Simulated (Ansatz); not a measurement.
# Calculations on TaC

### Relaxation

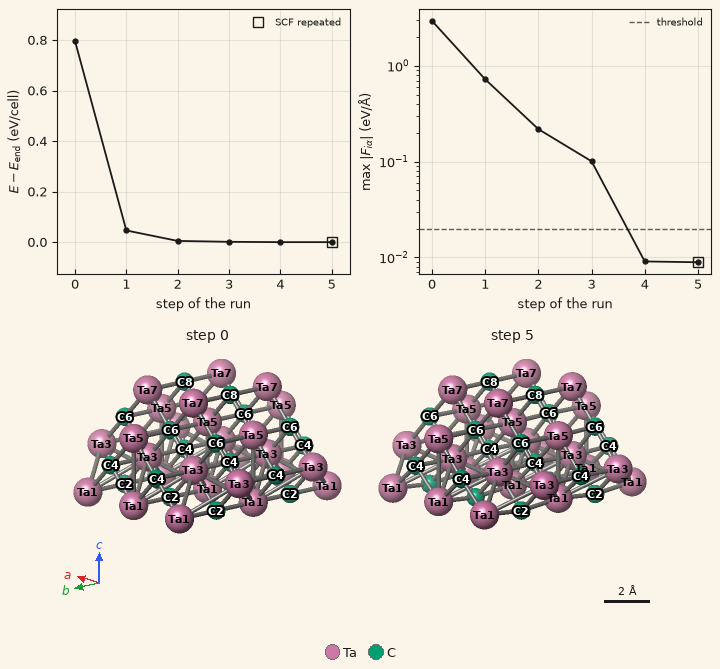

First and last geometry of a relaxation of a slab of composition TaC (cut from the Fm-3m phase), with the history of the run. A ball-and-stick model of the atoms within 5.8 Å of the atom that moves most (axes of the 2 × 2 repeat of the cell, outlined in the plane, without the vacuum), seen from a free direction.

Case: (1 1 0) slab, atoms relaxed. The slab is the (1 1 0) face of TaC.

Theory: Ansatz, DFT r2SCAN, scalar-relativistic, plane waves, PAW.

The input:
```yaml
crystal:
  lattice:
    - [3.1550454472, 0.0, 0.0]
    - [0.0, 4.4619080614, 0.0]
    - [0.0, 0.0, 24.4651363417]
  atoms:
    - { symbol: Ta, position: [0.5, 0.5, 0.306558684] }
    - { symbol: C, position: [0.5, 0.0, 0.306558684] }
    - { symbol: Ta, position: [0.0, 0.0, 0.3710391226] }
    - { symbol: C, position: [0.0, 0.5, 0.3710391226] }
    - { symbol: Ta, position: [0.5, 0.5, 0.4355195613] }
    - { symbol: C, position: [0.5, 0.0, 0.4355195613] }
    - { symbol: Ta, position: [0.0, 0.0, 0.5] }
    - { symbol: C, position: [0.0, 0.5, 0.5] }
    - { symbol: Ta, position: [0.5, 0.5, 0.5644804387] }
    - { symbol: C, position: [0.5, 0.0, 0.5644804387] }
    - { symbol: Ta, position: [0.0, 0.0, 0.6289608774] }
    - { symbol: C, position: [0.0, 0.5, 0.6289608774] }
    - { symbol: Ta, position: [0.5, 0.5, 0.693441316] }
    - { symbol: C, position: [0.5, 0.0, 0.693441316] }
basis:
  ecutwfc: 500
kpoints:
  mp_grid: { grid: [11, 8, 1] }
hamiltonian:
  xc: r2scan
scf:
  occupations: { method: gaussian, width: 0.1 }
output:
  forces: true
  eigenvalues: true
  write_density: true
  write_potential: true
  elf: true
  volumetric_format: npy
relax:
  adjacent_minimum: "off"
  f_tol: 0.02
  max_steps: 60
efield:
  axis: 3
  dipole_correction: true
  ramp_width: 0.04
```

Command:
```bash
ansatz run input.yaml --threads 2 --pin off --max-ram 5120MiB --backend cpu --events-out ev --progress --plain --runs-dir out
```

**Read the history and describe the run.**

It converged. Over 4 accepted moves (5 points after the start) the energy falls by 0.797 eV per cell of the calculation. The largest force component goes from 2.9 to 0.0089 eV/Å. 1 step only repeated the SCF at the same geometry. The largest moves relative to the layer's centre, 0.18 Å, are those of Ta1 and Ta13. Ta1 goes along the normal (+c). By element the largest moves are Ta 0.18 Å, C 0.02 Å. The cell stays as it was. Among the contacts that change: Ta1–Ta5 3.155 → 2.946 Å, Ta1–C4 2.231 → 2.090 Å, Ta1–Ta3 3.155 → 3.031 Å, Ta3–Ta7 3.155 → 3.236 Å. Among the angles between lasting bonds that change: Ta1–C2–Ta1 180.0° → 170.6°, Ta1–C4–Ta1 90.0° → 98.0°, Ta1–C4–Ta5 90.0° → 85.9°. The run took 7.6 min on 2 threads of Intel(R) Xeon(R) Platinum 8375C CPU @ 2.90GHz (Ice Lake), with other jobs on the host, peak memory 1.9 GiB.

### Relaxation

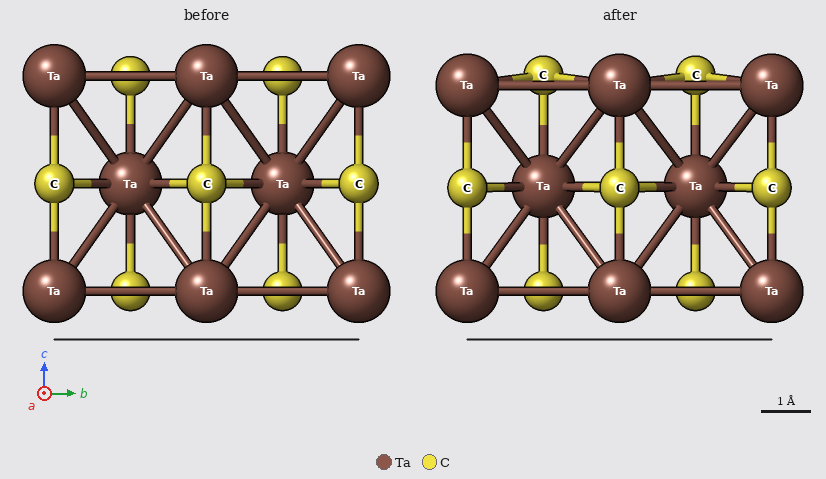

The structure of a slab of composition TaC (cut from the Fm-3m phase) before (left) and after (right) a constrained relaxation, at one scale.

A ball-and-stick model of the cell of the calculation, outlined in the plane, without the vacuum (origin shifted), seen along the a axis.

Case: clean slab, lower planes held. The slab is the (1 0 0) face of TaC. 8 atoms are held fixed.

Method: Ansatz, DFT PBE+D3(BJ), scalar-relativistic, plane waves, PAW. (plane-wave cutoff 420 eV; k-point mesh 3 × 3 × 1; occupations gaussian; smearing width 0.1 eV; no spin polarisation; dipole correction; atoms relaxed in a fixed cell; force threshold 0.03 eV/Å; at most 70 steps)

Describe what moved and what it gained.

Answer. Over 4 geometry steps the energy falls by 1.047 eV per cell of the calculation. Largest force component: 2.4 eV/Å at the start, 0.012 eV/Å at the end. The largest moves, 0.20 Å, are those of Ta atoms. By element the largest moves are Ta 0.20 Å, C 0.09 Å. The lattice vectors keep their values. Among the contacts that change: C–Ta 2.222 → 2.117 Å, Ta–Ta 3.143 → 3.047 Å, C–Ta 2.222 → 2.290 Å, C–Ta 2.222 → 2.164 Å. Bond angles that change, for instance: Ta–C–Ta 180.0° → 169.4°, Ta–C–Ta 90.0° → 84.7°. Cost: 40 s on 4 threads of Intel(R) Xeon(R) 6975P-C (Granite Rapids), with other jobs on the host, peak memory 1.6 GiB.

### A change

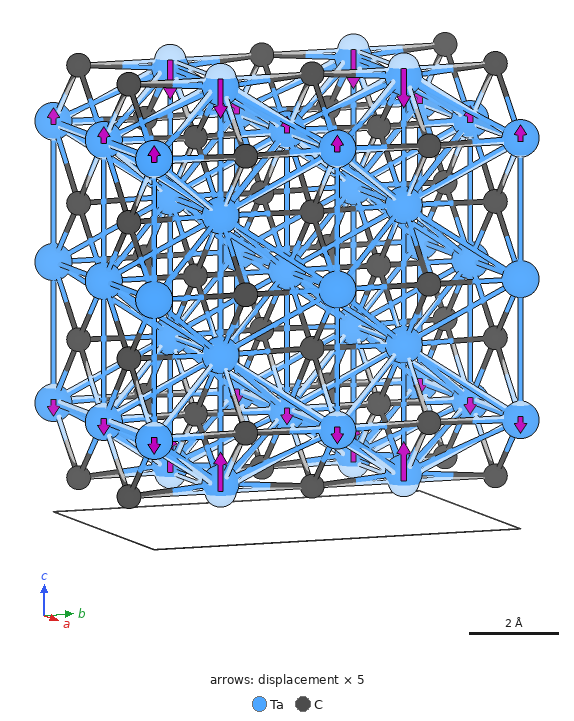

A (1 1 0) slab of TaC as cut from the relaxed bulk, drawn pale, and a changed version of it, drawn solid. The purple arrows show how the atoms are displaced, magnified 5 times. A ball-and-stick model of the 2 × 2 repeat of the cell, outlined in the plane, without the vacuum, seen slightly off an axis.

Level of theory: DFT r2SCAN, scalar-relativistic, plane waves, PAW (Ansatz 0.2.0). Settings: plane-wave cutoff 500 eV; occupations gaussian; smearing width 0.1 eV; no spin polarisation. The k-mesh is chosen for each cell (11×8×21, 11×8×1).

Question: What was done to the structure, and with what result?

Answer: The atoms of the slab are relaxed at the bulk's in-plane cell. The surface energy (mean of the two faces) falls from 3.91 to 3.46 J/m². The top spacing, between the TaC and TaC planes, goes from 1.58 to 1.43 Å (−9.1 %), the bottom one (TaC to TaC) from 1.58 to 1.43 Å (−9.1 %). The top plane rumples by 0.18 Å. The cell doesn't change. The largest moves relative to the layer's centre, 0.18 Å, are those of Ta atoms. Largest moves by element: Ta 0.18 Å, C 0.02 Å. Some distances before and after: Ta–Ta 3.155 → 2.946 to 3.236 Å, C–Ta 2.231 → 2.090 to 2.298 Å.
